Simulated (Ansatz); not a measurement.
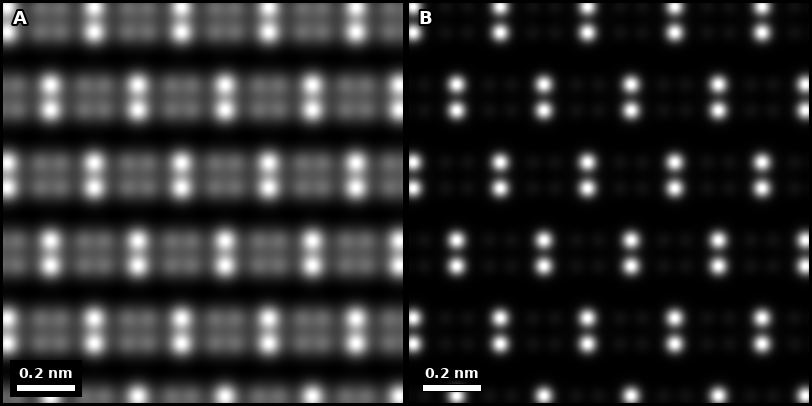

Two simulated images of the same area of WS₂ (P6_3/mmc, No. 194) along [101], with a probe of 0.50 Å. One is incoherent Z contrast (Z^1.8 per atom), the other the projected potential of neutral atoms blurred by the probe (iDPC-like, thin sample). Brightness is counted from the darkest point of the image. Atomic positions: coordinates from a relaxation with DFT PBEsol, scalar-relativistic, plane waves, PAW (Ansatz 0.2.0).

Which panel is which, and how can one tell?

Answer. B is the Z-contrast image and A the potential image. The columns of 1 S per repeat reach about 6 % of the brightest peak (1 W) in B but about 41 % in A, mainly since the potential grows much more slowly with atomic number. The S columns show clearly in A alone.
